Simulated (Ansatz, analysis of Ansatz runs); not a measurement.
# F centre in KCl: optical absorption band, r2SCAN

Aim: the optical absorption band of the F centre in KCl, to be set beside the measurement. Set-up: r2SCAN, 64-site cell, r2SCAN lattice, 500 eV, k: the zone centre alone. The model is a cell of 64 host atoms with 1 Cl taken out. The excitation energy is a difference of total energies with one electron moved up within one spin channel. A meta-GGA costs about twice a GGA and mends lattice constants and part of the gap.

**The experiment.** Vertical absorption energy: 2.24 eV at 300 K, by optical absorption, 1 atm, room temperature, additively coloured (K) (“Studies of Color Centers in Alkali Halides (Final Report)”, 1963, William G. Maisch (with K. L. Eckerle and H. Knof)).

Calculated with Ansatz 0.2.0; plane-wave PAW DFT, r2SCAN; relaxation of all atoms of a defect supercell.

### 1. The starting structure

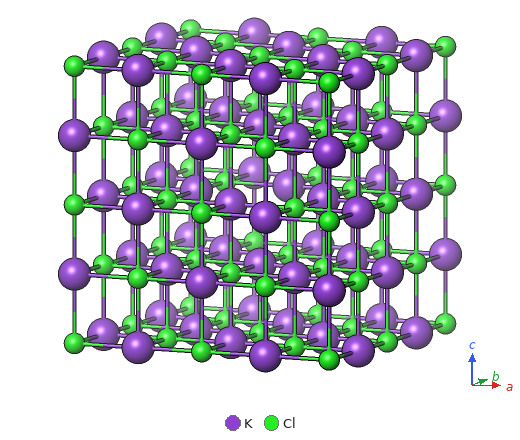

The cell as given, from a free direction (potassium purple, chlorine green). Some periodic images of atoms are drawn too.

The cell holds 63 atoms: 32 K and 31 Cl. Cell: a = 12.586 Å, b = 12.586 Å, c = 12.586 Å, α = 90.0°, β = 90.0°, γ = 90.0°. It derives from KCl (space group Fm-3m). Nearest the centre at fractional (0.250, 0.500, 0.500): K28 at 3.15 Å, K25 at 3.15 Å, K27 at 3.15 Å, K12 at 3.15 Å, K19 at 3.15 Å, K56 at 3.15 Å, Cl31 at 4.45 Å, Cl16 at 4.45 Å.

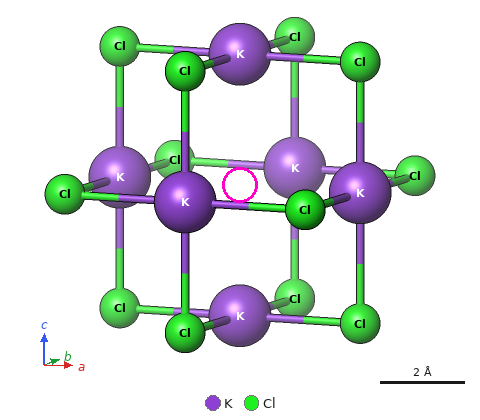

The atoms within 5 Å of the centre. A ring marks the centre wherever it is empty.

The host's primitive cell comes from a first run (plane-wave PAW DFT, r2SCAN; relaxation of the host's cell and atoms): vectors of 4.450, 4.450 and 4.450 Å. That is 31.15 Å³ an atom. The supercell is built on it.

### 2. Relaxation, charge 0

Every later number rests on the structure around the defect, so the atoms are relaxed at the host's lattice first.

File relax/input.yaml:

```yaml
relax:
  f_tol: 0.02
  max_steps: 80
  escape_saddle: false
crystal:
  lattice:
    - [12.58588, 0.0, 0.0]
    - [0.0, 12.58588, 0.0]
    - [0.0, 0.0, 12.58588]
  atoms:
    - { symbol: K, position: [0.0, 0.0, 0.0] }
    - { symbol: K, position: [0.0, 0.25, 0.25] }
    - { symbol: K, position: [0.25, 0.0, 0.25] }
    - { symbol: K, position: [0.25, 0.25, 0.0] }
    - { symbol: Cl, position: [0.0, 0.0, 0.25] }
    - { symbol: Cl, position: [0.0, 0.25, 0.0] }
    - { symbol: Cl, position: [0.25, 0.0, 0.0] }
    - { symbol: Cl, position: [0.25, 0.25, 0.25] }
    - { symbol: K, position: [0.0, 0.0, 0.5] }
    - { symbol: K, position: [0.0, 0.25, 0.75] }
    - { symbol: K, position: [0.25, 0.0, 0.75] }
    - { symbol: K, position: [0.25, 0.25, 0.5] }
    - { symbol: Cl, position: [0.0, 0.0, 0.75] }
    - { symbol: Cl, position: [0.0, 0.25, 0.5] }
    - { symbol: Cl, position: [0.25, 0.0, 0.5] }
    - { symbol: Cl, position: [0.25, 0.25, 0.75] }
    - { symbol: K, position: [0.0, 0.5, 0.0] }
    - { symbol: K, position: [0.0, 0.75, 0.25] }
    - { symbol: K, position: [0.25, 0.5, 0.25] }
    - { symbol: K, position: [0.25, 0.75, 0.0] }
    - { symbol: Cl, position: [0.0, 0.5, 0.25] }
    - { symbol: Cl, position: [0.0, 0.75, 0.0] }
    - { symbol: Cl, position: [0.25, 0.5, 0.0] }
    - { symbol: Cl, position: [0.25, 0.75, 0.25] }
    - { symbol: K, position: [0.0, 0.5, 0.5] }
    - { symbol: K, position: [0.0, 0.75, 0.75] }
    - { symbol: K, position: [0.25, 0.5, 0.75] }
    - { symbol: K, position: [0.25, 0.75, 0.5] }
    - { symbol: Cl, position: [0.0, 0.5, 0.75] }
    - { symbol: Cl, position: [0.0, 0.75, 0.5] }
    - { symbol: Cl, position: [0.25, 0.75, 0.75] }
    - { symbol: K, position: [0.5, 0.0, 0.0] }
    - { symbol: K, position: [0.5, 0.25, 0.25] }
    - { symbol: K, position: [0.75, 0.0, 0.25] }
    - { symbol: K, position: [0.75, 0.25, 0.0] }
    - { symbol: Cl, position: [0.5, 0.0, 0.25] }
    - { symbol: Cl, position: [0.5, 0.25, 0.0] }
    - { symbol: Cl, position: [0.75, 0.0, 0.0] }
    - { symbol: Cl, position: [0.75, 0.25, 0.25] }
    - { symbol: K, position: [0.5, 0.0, 0.5] }
    - { symbol: K, position: [0.5, 0.25, 0.75] }
    - { symbol: K, position: [0.75, 0.0, 0.75] }
    - { symbol: K, position: [0.75, 0.25, 0.5] }
    - { symbol: Cl, position: [0.5, 0.0, 0.75] }
    - { symbol: Cl, position: [0.5, 0.25, 0.5] }
    - { symbol: Cl, position: [0.75, 0.0, 0.5] }
    - { symbol: Cl, position: [0.75, 0.25, 0.75] }
    - { symbol: K, position: [0.5, 0.5, 0.0] }
    - { symbol: K, position: [0.5, 0.75, 0.25] }
    - { symbol: K, position: [0.75, 0.5, 0.25] }
    - { symbol: K, position: [0.75, 0.75, 0.0] }
    - { symbol: Cl, position: [0.5, 0.5, 0.25] }
    - { symbol: Cl, position: [0.5, 0.75, 0.0] }
    - { symbol: Cl, position: [0.75, 0.5, 0.0] }
    - { symbol: Cl, position: [0.75, 0.75, 0.25] }
    - { symbol: K, position: [0.5, 0.5, 0.5] }
    - { symbol: K, position: [0.5, 0.75, 0.75] }
    - { symbol: K, position: [0.75, 0.5, 0.75] }
    - { symbol: K, position: [0.75, 0.75, 0.5] }
    - { symbol: Cl, position: [0.5, 0.5, 0.75] }
    - { symbol: Cl, position: [0.5, 0.75, 0.5] }
    - { symbol: Cl, position: [0.75, 0.5, 0.5] }
    - { symbol: Cl, position: [0.75, 0.75, 0.75] }
basis:
  ecutwfc: 500
  xc_grid: 2
hamiltonian:
  xc: r2scan
kpoints:
  mp_grid: { grid: [1, 1, 1] }
magnetization:
  spin_polarized: true
  initial_magnetization: 1
  spin_locking: { lock_magnetization: hard }
scf:
  occupations: { method: fermi_dirac, width: 0.01 }
  max_iter: 120
output:
  forces: true
checkpoint:
  write: "../relax.run"
  compress: false
  write_wavefunctions: true
  write_every: 100000
```

Launch:

```bash
$ ansatz run input.yaml --threads 2 --pin off --max-ram 4710MiB --backend cpu --events-out ev --progress --plain --runs-dir out
```

Numbers of over 12 decimals in the logs are rounded to 6 here.

The log of the run:

```text
[... repeated set-up lines and file paths are left out, and long positions are rounded to six places ...]
Warning: This run holds its total moment fixed (magnetization.spin_locking.lock_magnetization: hard) and mixes its density by anderson or broyden (scf.mixing.algorithm, typed or taken by auto). [...]
Engine: ansatz 0.2.0, aarch64-unknown-linux-gnu
Pseudopotentials: kind: paw
Pseudopotential: K, paw, valence charge 9, recommended cutoff 500 eV (meta_gga), K.paw.azcp
Pseudopotential: Cl, paw, valence charge 7, recommended cutoff 500 eV (meta_gga), Cl.paw.azcp
Functional definition: r2SCAN
  parameter k0 = 0.174
  parameter k1 = 0.065
  parameter a1 = 4.9479
  exchange = r2scan_x(k0 = k0, k1 = k1, a1 = a1)
  correlation = r2scan_c
Crystal: 63 atoms, lattice volume = 1993.658 Å³
Basis set: ecut = 500 eV, 50685 PW (Γ), exchange–correlation on 192×192×192 points (8 copies of the dense FFT grid, shifted against one another)
Bands: 316, of which v1, the nominal top of the filled ones, is band 253 counted from 1 (252 counted from 0)
Symmetry: 48 space group operations
Space group: Pm-3m (ITA 221), of the structure as read, at distance tolerance 1.3e-4 Å
Magnetic group: BNS 221.92 (UNI 1594), of the structure as read, at distance tolerance 1.3e-4 Å
k-points: 1
Non-local potential: K, projectors of the file, l = 0: 3, l = 1: 2, l = 2: 2
Non-local potential: Cl, projectors of the file, l = 0: 2, l = 1: 2, l = 2: 2
PAW form: soft (Blöchl's): semilocal exchange-correlation on the pseudo side does not see the compensation charge
PAW frozen core: K, regenerated for the run's functional (the file was generated under x = pbe(κ = 0.804, μ = 0.219515), c = pbe(β = 0.066725))
PAW frozen core: Cl, regenerated for the run's functional (the file was generated under x = pbe(κ = 0.804, μ = 0.219515), c = pbe(β = 0.066725))
PAW one-centre angular grid: K, 302 points (default); XC on 160 Gauss nodes
PAW one-centre angular grid: Cl, 302 points (default); XC on 160 Gauss nodes
Initial density: superposition of atomic densities (chi_scale 0.1, normalization cell, long waves kept (reshape's long-wave potential 0.30 eV rms))
Starting moments: Σ|m| = 1 μB on 63 of 63 sites
Initial wavefunctions: pseudopotential atomic-orbital guess
Functional: x = r2scan, c = r2scan; τ floored in thin density (d = 2e-4 eV/Å³)
SCF iter   1: F=—  HF=-83110.674695 eV  |F-HF|=—  |Δ(HF+E_count)|=         —  Δρ=2.19e-2 (↑2.17e-2 ↓2.19e-2)  dr2=6.03e1  dr2_τ=4.61e-1  dr2_m=3.06e-2  M=1.000 μB ∫|m|=1.042 μB  β_m=1.20  ethr=3.10e-3  ⟨swp⟩=7.0  Hψ=2632  notcnv=0  defer=27
preconditioner: auto → Resta (q_TF=auto, 2.170 Å⁻¹)  ε∞=3.4  [insulator: Δε(μ)=2.229 eV  Ē_g=7.304 eV  σ=0.010 eV  W_gap=1.00  n_scr=340 (ndim 8)  ℏωp=11.4 eV  f_vac=0.000  D(μ)=0.00/eV (n_scr^D=0)  ε∞_Penn≈3.4]
spin=Collinear: Resta preconditioning applied to the charge; magnetization (m = ρ↑ − ρ↓) channel mixes plain (no charge-response kernel on spin).
SCF iter   2: F=—  HF=-83096.410751 eV  |F-HF|=—  |Δ(HF+E_count)|=    1.43e1  Δρ=1.30e-2 (↑1.30e-2 ↓1.29e-2)  dr2=2.39e1  dr2_τ=1.06e-1  dr2_m=3.85e-4  M=1.000 μB ∫|m|=1.086 μB  β_m=1.20  ethr=3.10e-3  ⟨swp⟩=4.0  Hψ=1349  notcnv=0  defer=115  κ⁻¹=1.0e0(r=1)
SCF iter   3: F=—  HF=-83086.850146 eV  |F-HF|=—  |Δ(HF+E_count)|=    9.56e0  Δρ=4.08e-3 (↑3.96e-3 ↓4.08e-3)  dr2=2.31e0  dr2_τ=1.27e-2  dr2_m=1.04e-3  M=1.000 μB ∫|m|=1.041 μB  β_m=1.20  ethr=3.10e-3  ⟨swp⟩=3.5  Hψ=1051  notcnv=0  defer=115  κ⁻¹=3.0e-2(r=2)
SCF iter   4: F=—  HF=-83086.508715 eV  |F-HF|=—  |Δ(HF+E_count)|=   3.41e-1  Δρ=3.15e-3 (↑3.15e-3 ↓3.13e-3)  dr2=9.79e-1  dr2_τ=9.87e-3  dr2_m=3.02e-4  M=1.000 μB ∫|m|=1.025 μB  β_m=1.20  ethr=4.57e-4  ⟨swp⟩=3.5  Hψ=1233  notcnv=0  defer=115  κ⁻¹=5.9e-3(r=3)
SCF iter   5: F=—  HF=-83086.510410 eV  |F-HF|=—  |Δ(HF+E_count)|=   1.69e-3  Δρ=8.48e-4 (↑8.26e-4 ↓8.48e-4)  dr2=4.68e-2  dr2_τ=9.53e-4  dr2_m=6.78e-4  M=1.000 μB ∫|m|=1.029 μB  β_m=1.20  ethr=1.94e-4  ⟨swp⟩=4.0  Hψ=993  notcnv=0  defer=115  κ⁻¹=2.4e-4(r=4)
SCF iter   6: F=—  HF=-83086.525293 eV  |F-HF|=—  |Δ(HF+E_count)|=   1.49e-2  Δρ=5.43e-4 (↑5.40e-4 ↓5.43e-4)  dr2=1.89e-2  dr2_τ=3.95e-4  dr2_m=1.25e-4  M=1.000 μB ∫|m|=1.021 μB  β_m=1.20  ethr=9.27e-6  ⟨swp⟩=6.0  Hψ=1130  notcnv=0  defer=110  κ⁻¹=2.4e-4(r=5)
SCF iter   7: F=—  HF=-83086.549405 eV  |F-HF|=—  |Δ(HF+E_count)|=   2.41e-2  Δρ=2.00e-4 (↑1.93e-4 ↓2.00e-4)  dr2=2.44e-3  dr2_τ=5.53e-5  dr2_m=2.97e-5  M=1.000 μB ∫|m|=1.021 μB  β_m=1.20  ethr=3.75e-6  ⟨swp⟩=4.0  Hψ=1178  notcnv=0  defer=110  κ⁻¹=3.4e-5(r=6)
SCF iter   8: F=—  HF=-83086.551514 eV  |F-HF|=—  |Δ(HF+E_count)|=   2.11e-3  Δρ=1.42e-4 (↑1.42e-4 ↓1.39e-4)  dr2=1.03e-3  dr2_τ=2.81e-5  dr2_m=4.74e-6  M=1.000 μB ∫|m|=1.019 μB  β_m=1.20  ethr=4.83e-7  ⟨swp⟩=2.0  Hψ=1091  notcnv=0  defer=110  κ⁻¹=9.0e-6(r=7)
SCF iter   9: F=—  HF=-83086.552525 eV  |F-HF|=—  |Δ(HF+E_count)|=   1.01e-3  Δρ=3.80e-5 (↑3.10e-5 ↓3.80e-5)  dr2=8.10e-5  dr2_τ=1.62e-6  dr2_m=4.17e-6  M=1.000 μB ∫|m|=1.021 μB  β_m=1.20  ethr=2.04e-7  ⟨swp⟩=2.0  Hψ=1044  notcnv=0  defer=110  κ⁻¹=2.9e-6(r=8)
SCF iter  10: F=—  HF=-83086.552564 eV  |F-HF|=—  |Δ(HF+E_count)|=   3.87e-5  Δρ=1.94e-5 (↑1.85e-5 ↓1.94e-5)  dr2=1.53e-5  dr2_τ=7.49e-7  dr2_m=1.50e-7  M=1.000 μB ∫|m|=1.020 μB  β_m=1.20  ethr=1.60e-8  ⟨swp⟩=2.5  Hψ=1040  notcnv=0  defer=110  κ⁻¹=3.0e-7(r=8)
[...]
SCF 1 converged in 12 iterations: F = -83086.552600 eV  dr2 = 3.91e-7
  greatest PAW one-centre occupation: 0.989 electrons in one spin orbital (limit 2), on the K atom at site 55 (counted from 0), in its partial waves of l = 0
relax step   1: F+E_penalty+E_count = -83086.55260036 eV  Δ(F+E_penalty+E_count) = +0.000e0 eV  max|allowed force component| = 4.765e-2 eV/Å  Δτ_max = 0.0000 Å  (12 SCF iters, dr2 threshold 1.00e-5 eV, accepted)
Initial density: handed on by an earlier stage of this run
Starting moments: Σ|m| = 1 μB on 63 of 63 sites; this step starts from the density that it was given
Initial wavefunctions: those handed on with the density
[...]
SCF iter   3: F=—  HF=-83086.555688 eV  |F-HF|=—  |Δ(HF+E_count)|=   1.67e-3  Δρ=6.00e-5 (↑6.00e-5 ↓5.89e-5)  dr2=2.33e-4  dr2_τ=1.29e-5  dr2_m=1.33e-6  M=1.000 μB ∫|m|=1.021 μB  β_m=1.20  ethr=8.24e-7  ⟨swp⟩=3.0  Hψ=921  notcnv=0  defer=110  κ⁻¹=8.2e-2(r=2)
SCF iter   4: F=—  HF=-83086.555859 eV  |F-HF|=—  |Δ(HF+E_count)|=   1.71e-4  Δρ=4.10e-5 (↑4.07e-5 ↓4.10e-5)  dr2=7.39e-5  dr2_τ=1.32e-6  dr2_m=3.08e-8  M=1.000 μB ∫|m|=1.020 μB  β_m=1.20  ethr=4.62e-8  ⟨swp⟩=2.0  Hψ=1039  notcnv=0  defer=110  κ⁻¹=5.3e-4(r=3)
SCF iter   5: F=—  HF=-83086.556295 eV  |F-HF|=—  |Δ(HF+E_count)|=   4.37e-4  Δρ=1.33e-5 (↑1.33e-5 ↓1.28e-5)  dr2=8.77e-6  dr2_τ=1.86e-7  dr2_m=7.43e-8  M=1.000 μB ∫|m|=1.020 μB  β_m=1.20  ethr=1.46e-8  ⟨swp⟩=2.0  Hψ=1085  notcnv=0  defer=110  κ⁻¹=1.9e-4(r=4)
SCF iter   6: F=—  HF=-83086.556298 eV  |F-HF|=—  |Δ(HF+E_count)|=   2.63e-6  Δρ=4.35e-6 (↑4.35e-6 ↓4.11e-6)  dr2=1.13e-6  dr2_τ=2.30e-8  dr2_m=1.04e-8  M=1.000 μB ∫|m|=1.020 μB  β_m=1.20  ethr=1.74e-9  ⟨swp⟩=2.0  Hψ=1083  notcnv=0  defer=110  κ⁻¹=1.6e-5(r=5)
SCF iter   7: F=—  HF=-83086.556298 eV  |F-HF|=—  |Δ(HF+E_count)|=   1.56e-7  Δρ=2.55e-6 (↑2.37e-6 ↓2.55e-6)  dr2=3.27e-7  dr2_τ=9.12e-9  dr2_m=6.64e-9  M=1.000 μB ∫|m|=1.020 μB  β_m=1.20  ethr=2.25e-10  ⟨swp⟩=2.0  Hψ=961  notcnv=0  defer=110  κ⁻¹=5.9e-6(r=6)
SCF iter   8: F=—  HF=-83086.556298 eV  |F-HF|=—  |Δ(HF+E_count)|=   2.54e-7  Δρ=1.21e-6 (↑1.21e-6 ↓1.19e-6)  dr2=6.60e-8  dr2_τ=1.62e-9  dr2_m=9.40e-10  M=1.000 μB ∫|m|=1.020 μB  β_m=1.20  ethr=1.98e-11  ⟨swp⟩=3.5  Hψ=1651  notcnv=0  κ⁻¹=8.3e-7(r=7)
SCF iter   9: F=-83086.556298 eV  HF=-83086.556298 eV  |F-HF|=2.94e-8  |Δ(HF+E_count)|=   1.82e-9  Δρ=5.52e-7 (↑5.52e-7 ↓5.35e-7)  dr2=1.29e-8  dr2_τ=2.43e-10  dr2_m=4.92e-10  M=1.000 μB ∫|m|=1.020 μB  ethr=1.31e-11  ⟨swp⟩=3.5  Hψ=1501  notcnv=0
SCF 2 converged in 9 iterations: F = -83086.556298 eV  dr2 = 1.29e-8
relax step   2: F+E_penalty+E_count = -83086.55629822 eV  Δ(F+E_penalty+E_count) = -3.698e-3 eV  max|allowed force component| = 6.672e-3 eV/Å  Δτ_max = 0.0224 Å  (9 SCF iters, accepted)
NSCF: frozen V_eff on 1 k-points
the search or the solves at the SCF's close seem to have found levels that the self-consistency loop had missed (the run counts 1). By its estimate they hold under 1e-12 electrons; where the run keeps them, the occupations were computed again with them
iter 1 solved again at ethr=2.56e-12 eV; its pass at ethr=3.10e-3 eV (dr2=1.29e-8 eV) is discarded
SCF iter   1: F=—  HF=-83086.556298 eV  |F-HF|=—  |Δ(HF+E_count)|=         —  Δρ=5.53e-7 (↑5.53e-7 ↓5.35e-7)  dr2=1.29e-8  dr2_τ=2.43e-10  dr2_m=4.91e-10  M=1.000 μB ∫|m|=1.020 μB  β_m=1.20  ethr=2.56e-12  ⟨swp⟩=1.0  Hψ=1758  notcnv=0
SCF iter   2: F=-83086.556298 eV  HF=-83086.556298 eV  |F-HF|=2.33e-10  |Δ(HF+E_count)|=   2.34e-8  Δρ=3.75e-7 (↑3.75e-7 ↓3.73e-7)  dr2=7.10e-9  dr2_τ=1.46e-10  dr2_m=4.80e-11  M=1.000 μB ∫|m|=1.020 μB  ethr=2.56e-12  ⟨swp⟩=2.5  Hψ=1239  notcnv=0
SCF 3 converged in 2 iterations: F = -83086.556298 eV  dr2 = 7.10e-9
NSCF: frozen V_eff on 1 k-points
the band table was solved once a step of the walk had ended and its energy, with any forces and stress, was formed, with the checks that follow a solve (2093 applications of the Hamiltonian). They found nothing against the state; [...]
SCF converged after 2 iterations
Stability not checked: this state was not tested for a lower state beside it, because the mixer in use, unlike msr1, does not test its closes by its own steps (another_mixer; see scf.mixing.algorithm and scf.lower_state_search)
Magnetization: 1.0000 μB (253.0000 up, 252.0000 down)
Absolute magnetization: 1.0217 μB (∫|ρ↑−ρ↓|, with the PAW one-centre terms)
Spin contamination: 0.0003 ħ² per cell (⟨S²⟩ above its minimum at these occupations)
Per-site moments (μB) at R_I (Å): [(8.111882503619185e-5, 1.297912), (0.000256304, 1.297567), (0.000439331, 1.297447), [... 60 left out ...]
Free energy (F): -83086.556298 eV
Harris-Foulkes:  -83086.556298 eV  (|F-HF|=2.33e-10)
Internal energy: -83086.556298 eV  (E = F + TS)
E sigma→0 (E₀):  -83086.556298 eV
Fermi energy:    5.315587 (↑ 5.627876, ↓ 3.057177) eV
--- Per-component energies (eV) ---
  E_band       = -4585.419293
  E_kinetic    = 13140.681002
  E_local      = -26921.576302  (includes V_loc(G=0)·N_el)
  E_nonlocal   = 1277.385849
  E_hartree    = 9086.207907
  E_xc         = -7538.562666
  E_vxc        = -10177.369395  (∫ρ·V_xc dr)
  E_paw        = -45875.730100  (= ΣΔE_a)
  E_vpaw       = -660.293657  (= ΣTr[D̂ρ^β])
  E_aug_tail   = 0.001081  (compensation charges beyond the density's cutoff)
  E_vtau       = 583.336272  (kinetic-family band-sum trace: ∫τ·v_τ [+ j·A + Jᵃ·Aᵃ] dr)
  E_ewald      = -26244.456536
  E_core_change = -10.506533  (= ΣΔE_core)
  E_smearing   = -0.000000  (= −TS)
  E_closure    = -0.000000  (closes the sum)
  Σ components = -83086.556298   (vs F -83086.556298, Δ=0.00e0)
--- Forces (eV/Å), atoms counted from 1 ---
  atom   1  K      0.00025602     0.00000000     0.00000000
  atom   2  K      0.00122563     0.00122563     0.00122563
  [... 5 atoms left out ...]
  atom   8  Cl     0.00000000    -0.00358543    -0.00358543
  [... 3 atoms left out ...]
  atom  12  K      0.00000000    -0.00508440     0.00000000
  [... 1 atom left out ...]
  atom  14  Cl    -0.00358543    -0.00358543     0.00000000
  [... 4 atoms left out ...]
  atom  19  K      0.00000000    -0.00000000    -0.00508440
  [... 1 atom left out ...]
  atom  21  Cl    -0.00358543     0.00000000    -0.00358543
  [... 3 atoms left out ...]
  atom  25  K     -0.00508440    -0.00000000     0.00000000
  [... 1 atom left out ...]
  atom  27  K      0.00000000    -0.00000000     0.00508440
  atom  28  K      0.00000000     0.00508440    -0.00000000
  [... 1 atom left out ...]
  atom  30  Cl    -0.00358543     0.00358543    -0.00000000
  [... 25 atoms left out ...]
  atom  56  K      0.00508440    -0.00000000    -0.00000000
  [... 7 atoms left out ...]
  max |Σ_I F_I| component: 6.51e-18 eV/Å
--- Band table (eV) ---
  k-point 0 ↑: bands = ["-27.9286", "-27.9255", "-27.9255", "-27.9255", [... 308 left out ...] "9.4488", "9.4488", "9.4488", "9.5479"]
  k-point 0 ↓: bands = ["-27.9149", "-27.9120", "-27.9120", "-27.9120", [... 308 left out ...] "9.4735", "9.4735", "9.4735", "9.5575"]
--- Relaxed structure (2 steps of the walk, 2 accepted, 0 SCFs on fresh bases) ---
  F+E_penalty+E_count = -83086.55629822 eV   max|allowed force component| = 6.672e-3 eV/Å
  atoms:
    - { symbol: K, position: [1.2714507923843315e-6, 0, 0] }
    - { symbol: K, position: [-6.772436225690835e-5, 0.249932, 0.249932] }
    [... 5 atoms left out ...]
    - { symbol: Cl, position: [0.250000, 0.249914, 0.249914] }
    [... 3 atoms left out ...]
    - { symbol: K, position: [0.250000, 0.248218, 0.500000] }
    [... 1 atom left out ...]
    - { symbol: Cl, position: [-8.608220833875339e-5, 0.249914, 0.500000] }
    [... 4 atoms left out ...]
    - { symbol: K, position: [0.250000, 0.500000, 0.248218] }
    [... 1 atom left out ...]
    - { symbol: Cl, position: [-8.608220833875339e-5, 0.500000, 0.249914] }
    [... 3 atoms left out ...]
    - { symbol: K, position: [-0.001782, 0.500000, 0.500000] }
    [... 1 atom left out ...]
    - { symbol: K, position: [0.250000, 0.500000, 0.751782] }
    - { symbol: K, position: [0.250000, 0.751782, 0.500000] }
    [... 1 atom left out ...]
    - { symbol: Cl, position: [-8.60822083387534e-5, 0.750086, 0.500000] }
    [... 25 atoms left out ...]
    - { symbol: K, position: [0.501782, 0.500000, 0.500000] }
    [... 7 atoms left out ...]
```

The job ended after 5.9 min (2 threads of Arm Neoverse V1, shared host; peak memory 3.4 GiB).

The steps of the relaxation:

| step | energy less that of the first step (eV) | largest force component (eV/Å) |
| --- | --- | --- |
| 1 | 0.0000 | 0.0477 |
| 2 | -0.0037 | 0.0067 |

Forces are held to the 48 operations that the run works with; a distortion that breaks them can't arise in this run.

The atoms that moved most (Å):

| atom | dx | dy | dz | length |
| --- | --- | --- | --- | --- |
| K56 | 0.022 | 0.000 | 0.000 | 0.022 |
| K12 | 0.000 | -0.022 | 0.000 | 0.022 |
| K19 | 0.000 | 0.000 | -0.022 | 0.022 |
| K25 | -0.022 | 0.000 | 0.000 | 0.022 |
| K28 | 0.000 | 0.022 | 0.000 | 0.022 |
| K27 | 0.000 | 0.000 | 0.022 | 0.022 |

Neighbours of the ideal centre at the end:

| atom | distance (Å) |
| --- | --- |
| K28 | 3.169 |
| K27 | 3.169 |
| K25 | 3.169 |
| K12 | 3.169 |
| K19 | 3.169 |
| K56 | 3.169 |
| Cl31 | 4.451 |
| Cl14 | 4.451 |
| Cl30 | 4.451 |
| Cl24 | 4.451 |
| Cl21 | 4.451 |
| Cl16 | 4.451 |
| Cl29 | 4.451 |
| Cl52 | 4.451 |
| Cl45 | 4.451 |
| Cl8 | 4.451 |

Read from the output:

- free energy: -83086.5563 eV
- total moment: 1 μB
- integral of the absolute spin density: 1.022 μB
- spin contamination: 3.11e-4

(Continued in part 2 of 2.)

[Logs are printed without paths, hosts, clocks, repeated set-up lines and the standing remarks that a program may print on its own settings, such as how far it seeks lower states.]

[Hosts, paths, dates, database ids (printed as entryN), source tags and the programs' standing remarks are cut or masked in the printed files.]

[For some hosts the program warned that the k-mesh of the response run may be too coarse for force constants and the static dielectric constant; such warnings are not shown here.]
